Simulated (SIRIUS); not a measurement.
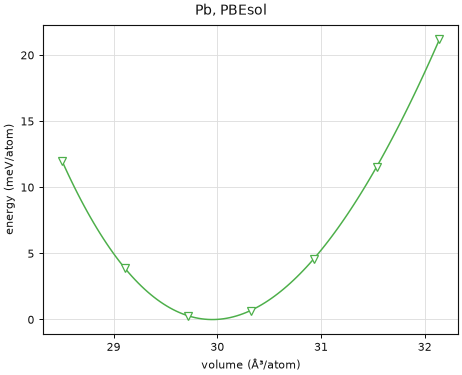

Figure. Energy against volume for Pb, space group Fm-3m (No. 225).

A third-order Birch–Murnaghan fit gives V0 = 29.95 Å³/atom, B0 = 49.3 GPa and B′ = 5.4. The energy is 11.97 meV/atom at volume 28.50 Å³/atom and 21.18 meV/atom at 32.14 Å³/atom; the lowest computed point is at volume 29.72 Å³/atom (0.28 meV/atom), and no other minimum shows.

Computed with SIRIUS 7.10.0: plane-wave DFT, no spin polarisation; energies at scaled volumes of the given cell, shape and fractions fixed, counted from the fit's minimum, third-order Birch-Murnaghan fit. Level: PBEsol.

- k mesh: 9×9×9
- occupations: Fermi–Dirac
- smearing width: 0.05 eV
- potentials: dojo sr pbesol 0.4.1 standard
- wave cutoff: 765.3 eV
- density cutoff: 3061 eV

Cell as given: a = 3.500 Å, b = 3.500 Å, c = 3.500 Å, α = 60.00°, β = 60.00°, γ = 60.00°; 1 atom.

Note: spin-orbit coupling left out, heavy elements.
